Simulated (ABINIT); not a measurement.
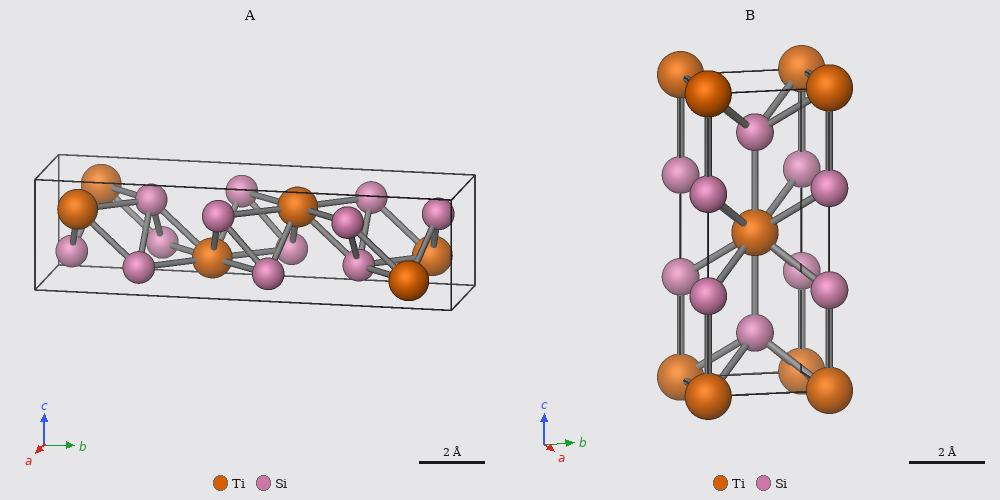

Two structures of TiSi₂, each relaxed (cell and atoms) at zero pressure; conventional cells in solid outline, small ones repeated, each panel with its own scale. Alike in all runs: ABINIT 10.8.3 (patched build); functional LDA; potentials JTH PAW LDA v2.0; cutoff 408 eV; occupations fermi-dirac, width 0.05 eV; no spin polarisation; no spin-orbit coupling. The k meshes have like spacings.

### Name the structure in each panel.

A: 12 atoms a cell on a base-centred orthorhombic lattice, Cmcm; B: 6 atoms a cell on a body-centred orthorhombic lattice, Immm.

### Rank them by energy, lowest first.

A, then B (+185 meV/atom), static energies at zero smearing.

### Collect the results in a table.

| panel | space group | E − E(lowest) (meV/atom) | volume (Å³/atom) |
| --- | --- | --- | --- |
| A | Cmcm | 0 | 13.6 |
| B | Immm | 185 | 13.5 |

The starts are database entries or structure types tried for this composition, and the most stable form need not be among them.
